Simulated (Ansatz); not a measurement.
## Geometry relaxation of MoS₂ (part 2 of 2)

Continued. System: MoS₂ (3 atoms in the cell). Method: DFT PBE, scalar-relativistic, plane waves, PAW, spin-polarised (Ansatz 0.2.0); cutoff 420 eV, 12×12×12 k-mesh, Gaussian smearing of 0.05 eV, collinear spins. The structure derives from an entry of the Crystallography Open Database.

Geometry of the input (Å; fractional positions):
```
1.5855  0.9154  6.1150
-1.5855  0.9154  6.1150
0.0000  -1.8308  6.1150
Mo 0.0000  0.0000  0.0000
S  0.7500  0.7500  0.7500
S  0.2500  0.2500  0.2500
```

## What the program printed, continued
```
SCF iter   1: F=—  HF=-6761.960919 eV  |F-HF|=—  |Δ(HF+E_count)|=         —  Δρ=5.43e-4 (↑5.43e-4 ↓5.43e-4)  dr2=1.22e-3  dr2_m=6.59e-10  M=0.000 μB ∫|m|=0.000 μB  β_m=0.30  ethr=4.55e-6  ⟨swp⟩=2.2  Hψ=37037  notcnv=0
preconditioner: auto → Kerker (q_TF=auto, 2.421 Å⁻¹)  [metal: Δε(μ)=0.002 eV  Ē_g=8.826 eV  σ=0.050 eV  W_gap=0.02  n_scr=16 (ndim 8)  ℏωp=21.6 eV  f_vac=0.009  D(μ)=1.28/eV (n_scr^D=4)]
spin=Collinear: Kerker preconditioning applied to the charge; magnetization (m = ρ↑ − ρ↓) channel mixes plain (no charge-response kernel on spin).
SCF iter   2: F=—  HF=-6761.960811 eV  |F-HF|=—  |Δ(HF+E_count)|=   1.08e-4  Δρ=3.31e-4 (↑3.31e-4 ↓3.30e-4)  dr2=3.36e-4  dr2_m=3.82e-10  M=0.000 μB ∫|m|=0.000 μB  β_m=0.45  ethr=4.55e-6  ⟨swp⟩=1.0  Hψ=6804  notcnv=0
SCF iter   3: F=—  HF=-6761.960762 eV  |F-HF|=—  |Δ(HF+E_count)|=   4.97e-5  Δρ=1.46e-4 (↑1.46e-4 ↓1.45e-4)  dr2=6.58e-5  dr2_m=8.14e-11  M=0.000 μB ∫|m|=0.000 μB  β_m=0.60  ethr=1.29e-6  ⟨swp⟩=1.0  Hψ=6804  notcnv=0
SCF iter   4: F=—  HF=-6761.960749 eV  |F-HF|=—  |Δ(HF+E_count)|=   1.27e-5  Δρ=3.22e-5 (↑3.22e-5 ↓3.22e-5)  dr2=2.59e-6  dr2_m=5.76e-13  M=0.000 μB ∫|m|=0.000 μB  β_m=0.80  ethr=2.53e-7  ⟨swp⟩=2.5  Hψ=9999  notcnv=0
SCF iter   5: F=—  HF=-6761.960749 eV  |F-HF|=—  |Δ(HF+E_count)|=   9.28e-8  Δρ=1.33e-5 (↑1.33e-5 ↓1.33e-5)  dr2=9.06e-7  dr2_m=1.02e-13  M=0.000 μB ∫|m|=0.000 μB  β_m=0.87  ethr=9.97e-9  ⟨swp⟩=2.2  Hψ=10003  notcnv=0
SCF iter   6: F=-6761.960749 eV  HF=-6761.960749 eV  |F-HF|=1.81e-8  |Δ(HF+E_count)|=   2.75e-8  Δρ=2.68e-6 (↑2.68e-6 ↓2.68e-6)  dr2=4.83e-8  dr2_m=5.99e-15  M=0.000 μB ∫|m|=0.000 μB  ethr=1.15e-9  ⟨swp⟩=3.2  Hψ=23344  notcnv=0
the starting moments were not kept: the SCF closed with an absolute magnetisation of 5.7e-8 μB, where they sum to 0.05 μB in size (1 site). That is at most 0.1 of that sum. Measured as dr2_m measures the in/out step, that magnetisation stands 5.9e-16 eV from none, at or under the dr2_threshold of 3.0e-7 eV: it is no larger than a step whose dr2_m would equal this threshold.
SCF 3 converged in 6 iterations: F = -6761.960749 eV  dr2 = 4.83e-8
relax step   3: F+E_penalty+E_count = -6761.96074900 eV  Δ(F+E_penalty+E_count) = -3.068e-3 eV  max|allowed force component| = 9.484e-3 eV/Å  Δτ_max = 0.0139 Å  P = +1.814 GPa  Ω = 53.250 Å³  fix = [volume]  reactions: volume +1.814 GPa  (6 SCF iters, dr2 threshold 3.00e-7 eV, accepted)
Initial wavefunctions: pseudopotential atomic-orbital guess (no wavefunctions were taken with the density)
iter 1 solved again at ethr=2.74e-7 eV; its pass at ethr=3.10e-3 eV (dr2=7.12e-5 eV) is discarded
SCF iter   1: F=—  HF=-6761.960738 eV  |F-HF|=—  |Δ(HF+E_count)|=         —  Δρ=2.17e-5 (↑2.17e-5 ↓2.17e-5)  dr2=7.05e-8  dr2_m=6.60e-15  M=-0.000 μB ∫|m|=0.000 μB  β_m=0.30  ethr=2.74e-7  ⟨swp⟩=3.2  Hψ=55206  notcnv=0
preconditioner: auto → Kerker (q_TF=auto, 2.421 Å⁻¹)  [metal: Δε(μ)=0.004 eV  Ē_g=8.830 eV  σ=0.050 eV  W_gap=0.05  n_scr=16 (ndim 8)  ℏωp=21.6 eV  f_vac=0.008  D(μ)=1.28/eV (n_scr^D=4)]
spin=Collinear: Kerker preconditioning applied to the charge; magnetization (m = ρ↑ − ρ↓) channel mixes plain (no charge-response kernel on spin).
SCF iter   2: F=—  HF=-6761.960743 eV  |F-HF|=—  |Δ(HF+E_count)|=   5.54e-6  Δρ=1.53e-5 (↑1.53e-5 ↓1.53e-5)  dr2=4.01e-8  dr2_m=3.55e-15  M=0.000 μB ∫|m|=0.000 μB  β_m=0.63  ethr=2.71e-10  ⟨swp⟩=2.2  Hψ=11003  notcnv=0
SCF iter   3: F=—  HF=-6761.960749 eV  |F-HF|=—  |Δ(HF+E_count)|=   5.67e-6  Δρ=1.95e-6 (↑1.95e-6 ↓1.95e-6)  dr2=1.59e-8  dr2_m=2.51e-16  M=0.000 μB ∫|m|=0.000 μB  β_m=0.64  ethr=1.54e-10  ⟨swp⟩=2.5  Hψ=9422  notcnv=0
SCF iter   4: F=—  HF=-6761.960749 eV  |F-HF|=—  |Δ(HF+E_count)|=   2.24e-8  Δρ=1.79e-6 (↑1.79e-6 ↓1.79e-6)  dr2=2.43e-9  dr2_m=5.64e-17  M=0.000 μB ∫|m|=0.000 μB  β_m=0.82  ethr=6.10e-11  ⟨swp⟩=1.1  Hψ=6921  notcnv=0
SCF iter   5: F=-6761.960749 eV  HF=-6761.960749 eV  |F-HF|=6.56e-10  |Δ(HF+E_count)|=   7.18e-8  Δρ=2.71e-7 (↑2.71e-7 ↓2.71e-7)  dr2=2.56e-10  dr2_m=1.03e-17  M=-0.000 μB ∫|m|=0.000 μB  ethr=1.85e-12  ⟨swp⟩=3.0  Hψ=25114  notcnv=0
the starting moments were not kept: the SCF closed with an absolute magnetisation of 1.7e-9 μB, where they sum to 0.05 μB in size (1 site). That is at most 0.1 of that sum. Measured as dr2_m measures the in/out step, that magnetisation stands 4.4e-19 eV from none, at or under the dr2_threshold of 4.8e-10 eV: it is no larger than a step whose dr2_m would equal this threshold.
SCF 4 converged in 5 iterations: F = -6761.960749 eV  dr2 = 2.56e-10
relax step   4: F+E_penalty+E_count = -6761.96074898 eV  Δ(F+E_penalty+E_count) = +1.626e-8 eV  max|allowed force component| = 9.415e-3 eV/Å  Δτ_max = 0.0000 Å  P = +1.814 GPa  Ω = 53.250 Å³  fix = [volume]  reactions: volume +1.814 GPa  stress off target by 3.22e-2 GPa on what of the cell is left free  SCF on the basis re-selected at this cell (its energy is not comparable with the rows above)  (5 SCF iters)
```

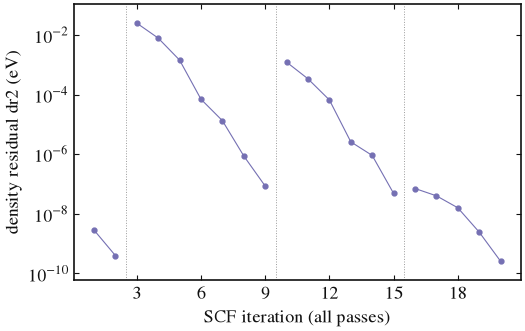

**Figure 1.** Convergence of the self-consistent field: density residual dr2 against the SCF iteration. The dotted lines part the SCF passes of the relaxation: geometry steps, rejected trials and re-solves on a re-selected basis. The passes take 2, 7, 6 and 5 iterations.

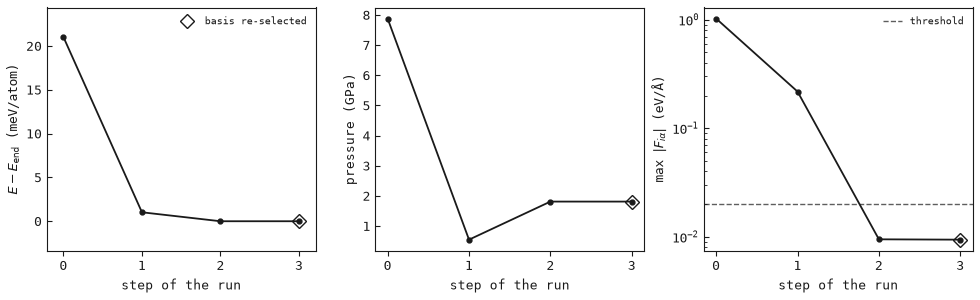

**Figure 2.** Progress of the relaxation, step by step (the first geometry is step 0 here and step 1 in the log).

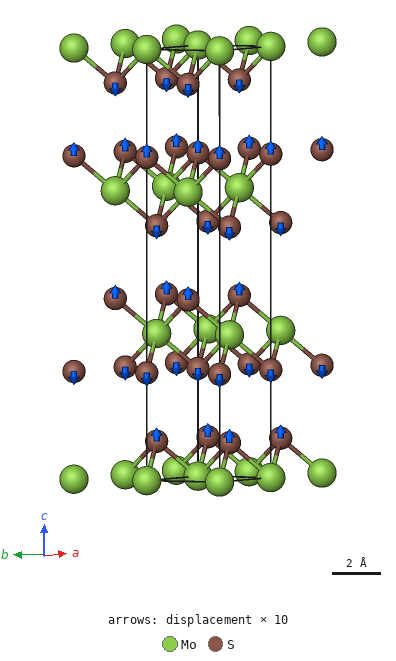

**Figure 3.** The starting structure with the displacements (without the part carried along by the change of the cell) as blue arrows, magnified 10 times (ball-and-stick view of the cell 3 times as large as that of the calculation, set on its symmetry axes, repeated 2 × 2 × 1, seen at an oblique angle). Over 2 geometry steps the energy falls by 21.0 meV per atom. The largest force component goes from 1 to 0.0094 eV/Å. Pressure: 7.88 GPa at the start and 1.81 GPa at the end. The largest moves relative to the cell, 0.059 Å, are those of S2 and S3. Mo stays in place. The drawn cell changes at constant volume: a = b 3.171 → 3.163 Å (−0.2 %), c 18.345 → 18.436 Å (+0.5 %). Distances before and after: Mo1–S2 2.385 → 2.425 Å. The space group stays R-3m (No. 166). A last SCF at the same geometry on a re-selected plane-wave basis shifts the energy by next to nothing (0.0 meV per atom). (Atoms are counted from 1 in the order of the input.)

```
basis re-selected at this cell: Δ(F+E_penalty+E_count) = +1.626e-8 eV, ΔP = -0.000 GPa vs the last step (what re-selecting the basis moved, of the pressure what is left beyond the Pulay correction that the steps carried, after the strain that the cell walked since its last selection, with what the two solves' SCF thresholds leave and, on support functions, any second-order correction that the steps lacked; it is no measure of the basis error at this ecutwfc). This SCF's stress stands 3.22e-2 GPa from its target on what of the cell is left free (relax.cell.stress_tol is 2.00e-1 GPa) and its largest allowed force component is 9.41e-3 eV/Å (relax.f_tol is 2.00e-2 eV/Å): within both
SCF converged after 5 iterations
Magnetization: -0.0000 μB (13.0000 up, 13.0000 down)
Absolute magnetization: 0.0000 μB (∫|ρ↑−ρ↓|, with the PAW one-centre terms)
Spin contamination: 0.0000 ħ² per cell (⟨S²⟩ above its minimum at these occupations)
Per-site moments (μB) at R_I (Å): [(-1.995911248324902e-10, 1.000296965470081), (7.39574161644692e-11, 1.000296965470082), (7.395740028342365e-11, 1.000296965470081)]
Free energy (F): -6761.960749 eV
Harris-Foulkes:  -6761.960749 eV  (|F-HF|=6.56e-10)
Internal energy: -6761.959147 eV  (E = F + TS)
E sigma→0 (E₀):  -6761.959948 eV
Entropy (-TS):   -0.001602 eV (-0.534 meV/atom)
Fermi energy:    11.162001 eV
--- Per-component energies (eV) ---
  E_band       = -152.599584
  E_kinetic    = 655.155079
  E_local      = -1904.170788  (includes V_loc(G=0)·N_el)
  E_nonlocal   = 199.499852
  E_hartree    = 727.317500
  E_xc         = -377.980885
  E_vxc        = -404.332669  (∫ρ·V_xc dr)
  E_paw        = -4401.553267  (= ΣΔE_a)
  E_vpaw       = -153.385832  (= ΣTr[D̂ρ^β])
  E_aug_tail   = 0.000047  (compensation charges beyond the density's cutoff)
  E_ewald      = -1660.226686
  E_smearing   = -0.001602  (= −TS)
  E_closure    = 0.000000  (closes the sum)
  Σ components = -6761.960749   (vs F -6761.960749, Δ=0.00e0)
--- Forces (eV/Å), atoms counted from 1 ---
  atom   1  Mo     0.00000000     0.00000000    -0.00000000
  atom   2  S     -0.00000000     0.00000000    -0.00941481
  atom   3  S      0.00000000    -0.00000000     0.00941481
  max |Σ_I F_I| component: 1.73e-18 eV/Å
--- Stress (GPa, compression-positive) ---
        1.797857       0.000000       0.000000
        0.000000       1.797857      -0.000000
        0.000000      -0.000000       1.846090
  P = ⅓ Tr σ = 1.8139 GPa (18.139 kbar)
--- Band table (eV; the first three rows and the last of 378) ---
  k-point 0 ↑: bands = ["-50.5702", "-24.6416", "-24.5204", "-24.5204", "-3.8697", "-2.3404", "4.2081", "7.4194", "7.4194", "9.4832", "9.7354", "10.3237", "10.3237", "11.1111", "11.1111", "14.3257", "14.3257", "17.4487"]
  k-point 1 ↑: bands = ["-50.5675", "-24.6364", "-24.5471", "-24.5265", "-3.7574", "-2.3129", "4.3571", "7.1253", "7.4793", "9.5108", "9.6019", "9.9470", "9.9946", "11.2185", "11.4752", "14.0218", "14.2586", "17.9746"]
  k-point 2 ↑: bands = ["-50.5602", "-24.6232", "-24.6184", "-24.5431", "-3.4371", "-2.2313", "4.7599", "6.6027", "7.5909", "8.3847", "9.4925", "9.4962", "9.9403", "11.3647", "11.9034", "13.7732", "14.1619", "18.6447"]
  k-point 188 ↓: bands = ["-50.5702", "-24.6417", "-24.5204", "-24.5204", "-3.5443", "-2.8345", "5.3236", "7.1485", "7.4415", "7.4415", "10.3378", "10.3378", "10.9586", "10.9813", "10.9813", "14.4629", "14.4629", "17.4878"]
--- Relaxed structure (3 steps of the walk, 3 accepted, 1 SCFs on fresh bases) ---
  F+E_penalty+E_count = -6761.96074898 eV   max|allowed force component| = 9.415e-3 eV/Å   (the final SCF, on the basis selected at the relaxed cell)
  cell:  # Å, volume = 53.2500 Å³
    - [1.5816035833963262, 0.9131392546083972, 6.145167266914639]
    - [-1.5816035833963262, 0.9131392546083972, 6.145167266914639]
    - [6.241932985581956e-35, -1.8262785092670408, 6.1451672669071735]
  atoms:
    - { symbol: Mo, position: [-1.5317960869528028e-30, -1.5316256895241474e-30, 3.064430278515745e-30] }
    - { symbol: S, position: [0.7532036310231843, 0.7532036310231843, 0.7532036310231842] }
    - { symbol: S, position: [0.24679636897681587, 0.24679636897681587, 0.24679636897681587] }
--- Löwdin populations: 3 sites ---
  site symbol       q [e]    m [muB]
     0     Mo     13.6527    -0.0000
     1      S      6.0763    -0.0000
     2      S      6.0763    -0.0000
  spilling = 0.007490 (of n_electrons = 26.000000)
```

## Trajectory as extended XYZ (Å, eV, eV/Å), 4 frames, from step=1 to step=4
```
3
Lattice="1.5855 0.9154 6.1150 -1.5855 0.9154 6.1150 0.0000 -1.8308 6.1150" Properties=species:S:1:pos:R:3:forces:R:3 step=1 energy=-6761.89765 pressure_GPa=7.88
Mo    0.0000    0.0000    0.0000    0.0000   0.0000   0.0000
S     0.0000    0.0000   13.7587    0.0000   0.0000   1.0245
S     0.0000    0.0000    4.5862    0.0000   0.0000  -1.0245
3
Lattice="1.5824 0.9136 6.1386 -1.5824 0.9136 6.1386 0.0000 -1.8273 6.1386" Properties=species:S:1:pos:R:3:forces:R:3 step=2 energy=-6761.95768 pressure_GPa=0.55
Mo    0.0000    0.0000    0.0000    0.0000   0.0000   0.0000
S     0.0000    0.0000   13.8848    0.0000   0.0000  -0.2179
S     0.0000    0.0000    4.5310    0.0000   0.0000   0.2179
3
Lattice="1.5816 0.9131 6.1452 -1.5816 0.9131 6.1452 0.0000 -1.8263 6.1452" Properties=species:S:1:pos:R:3:forces:R:3 step=3 energy=-6761.96075 pressure_GPa=1.81
Mo    0.0000    0.0000    0.0000    0.0000   0.0000   0.0000
S     0.0000    0.0000   13.8857    0.0000   0.0000  -0.0095
S     0.0000    0.0000    4.5498    0.0000   0.0000   0.0095
3
Lattice="1.5816 0.9131 6.1452 -1.5816 0.9131 6.1452 0.0000 -1.8263 6.1452" Properties=species:S:1:pos:R:3:forces:R:3 step=4 energy=-6761.96075 pressure_GPa=1.81
Mo    0.0000    0.0000    0.0000    0.0000   0.0000   0.0000
S     0.0000    0.0000   13.8857    0.0000   0.0000  -0.0094
S     0.0000    0.0000    4.5498    0.0000   0.0000   0.0094
```
